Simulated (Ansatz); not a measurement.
## Band-structure calculation of WC

The run: band-structure calculation of WC (P-6m2, 2 atoms in the cell). Method and program: DFT, LDA, all-electron LAPW, scalar-relativistic, no spin polarisation (Ansatz 0.2.0).

The structure derives from an entry of the Crystallography Open Database. It belongs to a series of runs on one base structure; here: functional lda.

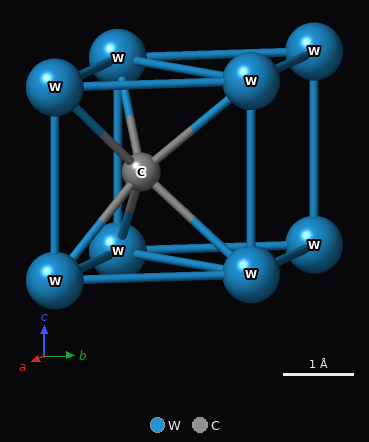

**Figure 1.** The structure as given in the input (ball-and-stick view of the cell of the calculation, seen slightly off an axis). An atom can appear more than once, as a periodic image.

The input
```yaml
crystal:
  lattice:
    - [2.900501436, 0.0, 0.0]
    - [-1.450250718, 2.5119079273, 0.0]
    - [0.0, 0.0, 2.829]
  atoms:
    - { symbol: W, position: [0.0, 0.0, 0.0] }
    - { symbol: C, position: [0.6666666667, 0.3333333333, 0.5] }
kpoints:
  mp_grid: { grid: [13, 13, 12] }
  band_path:
    path:
      - [0.0, 0.0, 0.0]
      - [0.5, 0.0, 0.0]
      - [0.3333333333, 0.3333333333, 0.0]
      - [0.0, 0.0, 0.0]
      - [0.0, 0.0, 0.5]
      - [0.5, 0.0, 0.5]
      - [0.3333333333, 0.3333333333, 0.5]
      - [0.0, 0.0, 0.5]
      - [0.5, 0.0, 0.5]
    npoints: 5
scf:
  occupations: { method: fermi_dirac, width: 0.05 }
hamiltonian:
  xc: lda
  pseudopotentials: { kind: all_electron, lapw: { basis_error: 0.001 } }
output:
  forces: true
  stress: true
  eigenvalues: true
```

Machine: 1 thread of Arm Neoverse V2, 24 GiB of memory available, shared host.

Launch command:
```bash
ansatz run input.yaml --threads 1 --pin off --max-ram 2048MiB --backend cpu --events-out ev --progress --plain --runs-dir out
```

Output
```
LAPW: plane waves up to 9.404 Å⁻¹, error target 1.0e-3 eV per atom; small_component_spin mean_spin; C in spheres of 0.904 Å, 6 of its electrons in bands, Dirac shells []; W in spheres of 1.288 Å, 44 of its electrons in bands, Dirac shells [] (how accurate: hamiltonian.pseudopotentials.lapw.basis_error, Limitations)
Engine: ansatz 0.2.0, aarch64-unknown-linux-gnu
Pseudopotentials: kind: all_electron
Pseudopotential: W, LAPW, valence charge 44, lapw/all_electron/scalar/gaussian/W, Koelling and Harmon's equation, gaussian nucleus
Pseudopotential: C, LAPW, valence charge 6, lapw/all_electron/scalar/gaussian/C, Koelling and Harmon's equation, gaussian nucleus
Functional definition: SPW92
  exchange = slater_x
  correlation = pw_c
Crystal: 2 atoms, lattice volume = 20.612 Å³
Basis set: ecut = 336.962853591299 eV, 315 PW (Γ), exchange–correlation at level 2
Bands: 30, of which v1, the nominal top of the filled ones, is band 25 counted from 1 (24 counted from 0)
Symmetry: 12 space group operations
Space group: P-6m2 (ITA 187), of the structure as read, at distance tolerance 2.7e-5 Å
k-points: 147 of 2028 (time reversal used)
Non-local potential: W, projectors of the file, none
Non-local potential: C, projectors of the file, none
Initial density: superposition of atomic densities (chi_scale 0.1, normalization cell, long waves kept (reshape's long-wave potential 0.00 eV rms))
Initial wavefunctions: plane waves of lowest kinetic energy (no species holds an atomic orbital)
Functional: x = slater, c = lda
iter 1 solved again at ethr=8.07e-3 eV; its pass at ethr=1.00e-1 eV (dr2=4.04e0 eV) is discarded
SCF iter   1: F=—  HF=-439978.445302 eV  |F-HF|=—  |Δ(HF+E_count)|=         —  Δρ=1.27e-1  dr2=4.03e0  ethr=8.07e-3  ⟨swp⟩=2.0  Hψ=27323  notcnv=0
preconditioner: auto → none  [metal: Δε(μ)=0.103 eV  Ē_g=27.557 eV  σ=0.050 eV  W_gap=0.43  n_scr=8 (ndim 8)  ℏωp=44.8 eV  f_vac=0.000  D(μ)=0.18/eV (n_scr^D=0)  sad-step TF]
iter 2 solved again at ethr=2.37e-4 eV; its pass at ethr=8.07e-3 eV (dr2=1.18e-1 eV) is discarded
SCF iter   2: F=—  HF=-439976.937123 eV  |F-HF|=—  |Δ(HF+E_count)|=    1.51e0  Δρ=2.54e-2  dr2=1.18e-1  ethr=2.37e-4  ⟨swp⟩=2.0  Hψ=22640  notcnv=0
SCF iter   3: F=—  HF=-439976.880118 eV  |F-HF|=—  |Δ(HF+E_count)|=         —  Δρ=1.18e-2  dr2=1.36e-2  ethr=2.37e-4  ⟨swp⟩=2.2  Hψ=13596  notcnv=0
the basis was enlarged: its passes take 269.8 KiB over the memory plan, 1 of 1 planned eigensolver slots
SCF iter   4: F=—  HF=-439976.876094 eV  |F-HF|=—  |Δ(HF+E_count)|=   4.02e-3  Δρ=3.80e-3  dr2=1.37e-3  ethr=2.71e-5  ⟨swp⟩=2.6  Hψ=13281  notcnv=0
SCF iter   5: F=—  HF=-439976.871553 eV  |F-HF|=—  |Δ(HF+E_count)|=   4.54e-3  Δρ=1.32e-3  dr2=2.17e-4  ethr=2.73e-6  ⟨swp⟩=2.8  Hψ=13242  notcnv=0
SCF iter   6: F=—  HF=-439976.871493 eV  |F-HF|=—  |Δ(HF+E_count)|=   6.04e-5  Δρ=1.11e-4  dr2=1.60e-6  ethr=4.34e-7  ⟨swp⟩=2.0  Hψ=12871  notcnv=0
SCF iter   7: F=—  HF=-439976.871492 eV  |F-HF|=—  |Δ(HF+E_count)|=   9.49e-7  Δρ=2.65e-5  dr2=9.98e-8  ethr=3.20e-9  ⟨swp⟩=3.0  Hψ=13309  notcnv=0
SCF iter   8: F=-439976.871492 eV  HF=-439976.871492 eV  |F-HF|=1.63e-9  |Δ(HF+E_count)|=   2.50e-8  Δρ=3.25e-6  dr2=1.11e-9  ethr=2.00e-10  ⟨swp⟩=2.8  Hψ=13199  notcnv=0
SCF 1 converged in 8 iterations: F = -439976.871492 eV  dr2 = 1.11e-9
NSCF: frozen V_eff on 41 k-points
SCF converged after 8 iterations
Free energy (F): -439976.871492 eV
Harris-Foulkes:  -439976.871492 eV  (|F-HF|=1.63e-9)
Internal energy: -439976.868919 eV  (E = F + TS)
E sigma→0 (E₀):  -439976.870205 eV
Entropy (-TS):   -0.002573 eV (-1.287 meV/atom)
Fermi energy:    25.536531 eV
--- Per-component energies (eV) ---
  E_band       = -4896.143864
  E_kinetic    = 492488.563417
  E_xc         = -8715.989830
  E_electrostatic = -923749.442507  (all electrons and nuclei)
  E_smearing   = -0.002573  (= −TS)
  E_closure    = 0.000000  (closes the sum)
  E_atoms      = -439953.591322  (free atoms, spherical and without spin; not in F)
  Σ components = -439976.871492   (vs F -439976.871492, Δ=0.00e0)
  Basis errors (estimates in eV, not in F): energy 3.6e-4 per atom: plane waves 3.3e-4 (1.8e-4 summed), levels above the bands 1.8e-101, relativity 9.3e-9, radial functions 2.7e-5, core shells 1.8e-7; eigenvalues (radial functions only) 3.0e-6; not estimated: angular momenta, meshes, grids; target (lapw.basis_error) 1.0e-3; muffin-tin radii C 0.904 Å, W 1.288 Å
--- Forces (eV/Å), atoms counted from 1 ---
  atom   1  W     -0.00000000     0.00000000     0.00000000
  atom   2  C      0.00000000     0.00000000     0.00000000
  max |Σ_I F_I| component: 7.40e-17 eV/Å
--- Stress (GPa, compression-positive) ---
       -6.624651      -0.000000       0.000000
       -0.000000      -6.624651       0.000000
        0.000000       0.000000      -8.417449
  P = ⅓ Tr σ = -7.2223 GPa (-72.223 kbar)
--- Band table (eV; the first three rows and the last of 147) ---
  k-point 0: bands = ["-391.3547", "-391.3547", "-391.3489", "-236.8596", "-206.9587", "-206.9587", "-206.9553", "-206.9553", "-206.9425", "-48.3588", "-12.3723", "-12.2679", "-12.2679", "-2.5787", "-2.5692", "-2.5692", "-2.5588", "-2.5588", "-2.5455", "-2.5347", "11.1760", "21.1744", "22.1551", "22.1551", "25.6422", "28.7426", "28.7426", "31.1533", "31.1533", "32.0551"]
  k-point 1: bands = ["-391.3547", "-391.3547", "-391.3489", "-236.8596", "-206.9587", "-206.9587", "-206.9553", "-206.9553", "-206.9425", "-48.3560", "-12.4263", "-12.2632", "-12.2632", "-2.5787", "-2.5697", "-2.5697", "-2.5576", "-2.5576", "-2.5477", "-2.5346", "11.3486", "21.0975", "22.2328", "22.2328", "25.6195", "28.1657", "28.1657", "31.4869", "31.4869", "32.1814"]
  k-point 2: bands = ["-391.3547", "-391.3547", "-391.3489", "-236.8596", "-206.9587", "-206.9587", "-206.9553", "-206.9553", "-206.9425", "-48.3482", "-12.5717", "-12.2504", "-12.2504", "-2.5785", "-2.5711", "-2.5711", "-2.5544", "-2.5544", "-2.5535", "-2.5346", "11.8449", "20.7320", "22.4552", "22.4552", "25.7919", "27.1130", "27.1130", "31.7529", "31.7529", "32.5233"]
  k-point 146: bands = ["-391.3547", "-391.3547", "-391.3489", "-236.8596", "-206.9587", "-206.9587", "-206.9553", "-206.9553", "-206.9425", "-48.2501", "-12.9423", "-12.8104", "-12.6813", "-2.5729", "-2.5694", "-2.5674", "-2.5613", "-2.5523", "-2.5506", "-2.5478", "14.6994", "18.3514", "20.0940", "23.9258", "24.8272", "30.0390", "31.9890", "32.8788", "34.7907", "35.6225"]
```

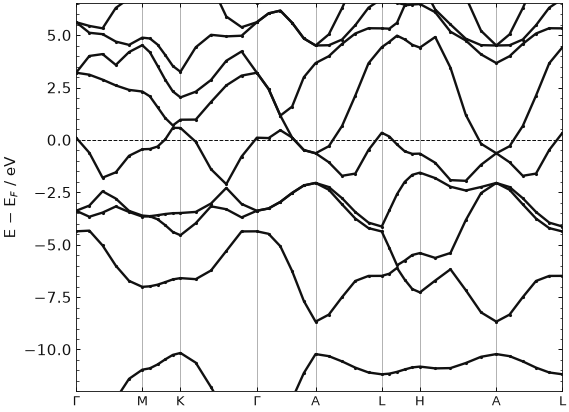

**Figure 2.** Band structure along Γ–M–K–Γ–A–L–H–A–L, with energies from the Fermi level. Bands cross the Fermi level: a metal at this level of theory.

Key numbers

```tsv
quantity	value
outcome	converged
space group (tolerance 0.01 Å)	P-6m2 (187)
electrons in bands (core shells apart)	50
free energy	−439976.8715 eV
Fermi energy	25.537 eV
pressure	−7.22 GPa
electronic character	metal
largest force (length of the vector)	under 0.001 eV/Å
wall time	55 s
peak memory	0.46 GiB
```

Notes

Spin–orbit coupling is left out, which matters for W. The cell is under a tension of 7.2 GPa at this level, so it is not at its equilibrium volume.
